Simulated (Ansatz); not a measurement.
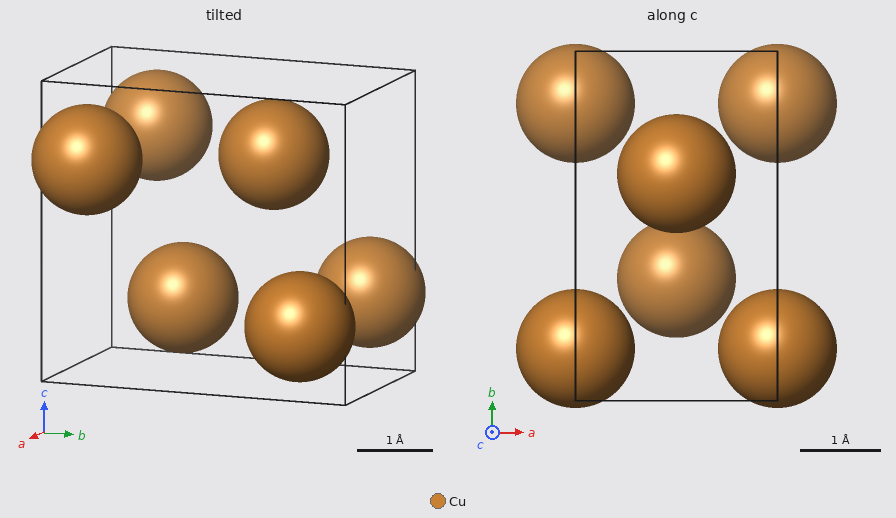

View slightly off an axis and along the c axis, drawn as a spheres-only model. The parallelepiped is the conventional unit cell.

Cu, space group Cmcm (No. 63), a = 2.53 Å, b = 4.39 Å, c = 4.11 Å, α = 90.00°, β = 90.00°, γ = 90.00°.

Method: DFT r2SCAN, scalar-relativistic, plane waves, PAW (Ansatz); plane-wave cutoff 500 eV, k-points about 0.13 Å⁻¹ apart, Gaussian smearing of 0.15 eV, no spin polarisation.

> What does the calculation say: metal or gapped?

A metal: bands cross the Fermi level.

> How far is the cell from zero pressure?

The computed pressure is 0.6 GPa (compressed: it would expand). The stress isn't hydrostatic: its largest component is 2.7 GPa.

Provenance: a structure listed in the Materials Project. The cell was then strained or its atoms displaced on purpose. Ansatz was used for an electronic-structure calculation on it.
